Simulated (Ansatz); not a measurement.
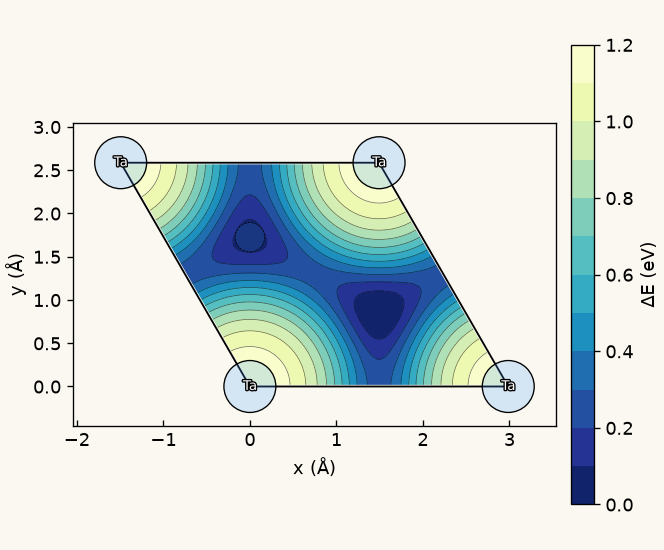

Energy landscape of Si on a Ta(111) slab cut from the Fm-3m phase, its upper half relaxed before the scan (12 atoms of substrate and one adsorbate in a 2 × 2 cell). 
- Si is moved over the surface cell; relaxed at each place: the height of the adsorbate's atoms; substrate rigid; the origin of the map has the adsorbate above Ta9.
- Places are given modulo a cell vector. The map is drawn in real space over the plane of the surface.
- Grid: 6 × 6 points; 10 points were computed and 26 follow by symmetry.
- Places are given in fractions of the 1 × 1 surface cell.
- Energies: eV, counted from the lowest grid point.
- Computed with Ansatz 0.2.0, DFT PBE, scalar-relativistic, plane waves, PAW. Settings: cutoff 420 eV, k-mesh 6×6×1, gaussian smearing 0.1 eV, no spin polarisation.

In the figure: filled contours, labelled circles for the atoms of the top layer and small ones for the second layer, the outline of one cell of the plane. Between grid points the surface is interpolated. 

**Describe this landscape.**

The lowest grid point is at a threefold hollow over a third-layer Ta atom, (4/6, 2/6) of the cell vectors. There is a further well near a threefold hollow over a second-layer Ta atom, (2/6, 4/6) of the cell vectors (0.06 eV above the lowest at that grid point). The highest grid point, the top site over a surface Ta atom, (0/6, 0/6) of the cell vectors, lies 1.20 eV above the lowest. On the interpolated surface the easiest way out of the lowest well to the well at a threefold hollow over a second-layer Ta atom, (2/6, 4/6) of the cell vectors passes a barrier of about 0.26 eV. At the lowest point the adsorbate has 3 Ta at 2.56 Å as nearest neighbours, at the highest 1 Ta at 2.40 Å. Its relaxed height above the top atom is 1.89 Å at the lowest and 2.40 Å at the highest point.

The input of one point:

```yaml
crystal:
  lattice:
    - [5.9723607039, 0.0, 0.0]
    - [-2.986180352, 5.1722160902, 0.0]
    - [0.0, 0.0, 20.3075820824]
  atoms:
    - { symbol: Ta, position: [0.3333333333, 0.1666666667, 0.1969707661] }
    - { symbol: Ta, position: [0.3333333333, 0.6666666667, 0.1969707661] }
    - { symbol: Ta, position: [0.8333333333, 0.1666666667, 0.1969707661] }
    - { symbol: Ta, position: [0.8333333333, 0.6666666667, 0.1969707661] }
    - { symbol: Ta, position: [0.1666666667, 0.3333333333, 0.3153261439] }
    - { symbol: Ta, position: [0.1666666667, 0.8333333333, 0.3153261439] }
    - { symbol: Ta, position: [0.6666666667, 0.3333333333, 0.3153261439] }
    - { symbol: Ta, position: [0.6666666667, 0.8333333333, 0.3153261439] }
    - { symbol: Ta, position: [0.0, 0.0, 0.4337090475] }
    - { symbol: Ta, position: [0.0, 0.5, 0.4337090475] }
    - { symbol: Ta, position: [0.5, 0.0, 0.4337090475] }
    - { symbol: Ta, position: [0.5, 0.5, 0.4337090475] }
    - { symbol: Si, position: [0.3333333333, 0.1666666667, 0.5193640675] }
basis:
  ecutwfc: 420
kpoints:
  mp_grid: { grid: [6, 6, 1] }
hamiltonian:
  xc: pbe
  pseudopotentials: { kind: paw, azcp: { folder: soft_1 } }
scf:
  occupations: { method: gaussian, width: 0.1 }
output:
  forces: true
  eigenvalues: true
relax:
  adjacent_minimum: "off"
  f_tol: 0.025
  max_steps: 16
  constraints:
    - { sites: [0, 1, 2, 3, 4, 5, 6, 7, 8, 9, 10, 11] }
    - { sites: [12], fix: xy }
efield:
  axis: 3
  dipole_correction: true
  ramp_width: 0.04
```

Each point was launched as `ansatz run input.yaml --threads 4 --pin off --max-ram 12288MiB --backend cpu --events-out ev --progress --plain --runs-dir out`. Time for the 10 points that were run: 9 min on 4 threads of AMD EPYC 7R43 64-Core Processor (Zen 3), with other jobs on the host.
